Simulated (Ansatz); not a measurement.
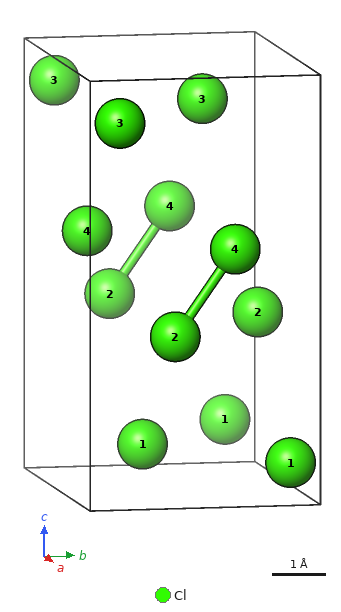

Reference structure: a symmetric starting cell of Cl. The picture is a ball-and-stick view of the conventional cell (2 times the calculation's cell), seen slightly off an axis. Lengths and directions refer to the drawn axes.

Method: DFT LDA, scalar-relativistic, plane waves, PAW (Ansatz 0.2.0). Settings: plane-wave cutoff 420 eV; k-point mesh 8 × 8 × 4; occupations gaussian; smearing width 0.02 eV; no spin polarisation.

The variant: The cell is strained by +1.2 % along c, −2.8 % along a, −6.8 % along b (volume −8.3 %) and atoms are displaced by 0.14 Å relative to the cell: Cl2 0.14 Å along [0 3 −1]. No relaxation follows. The starting cell wasn't computed here and needn't be at equilibrium, so pressure and forces aren't due to the change alone.

### What is the effect?

The pressure is −1.2 GPa (not all of it need come from the change, since the unchanged cell can be under pressure at this level too). The principal stresses (compression positive) are −0.7 GPa along a, −1.2 GPa along c, −1.7 GPa along b. The largest forces, 0.33 eV/Å, act on Cl1, Cl2, Cl3 and Cl4; on Cl1 it points along [0 −3 2]. The forces have little in common with the displacements (cosine −0.07). Near-neighbour distances before and after: Cl–Cl 2.021 → 1.995 Å. The space group stays Cmce (No. 64).

Drawn alike, the variant:

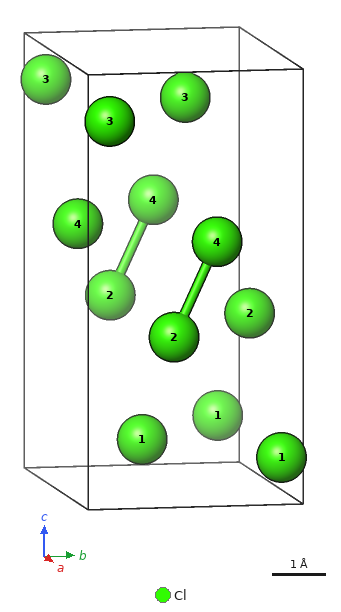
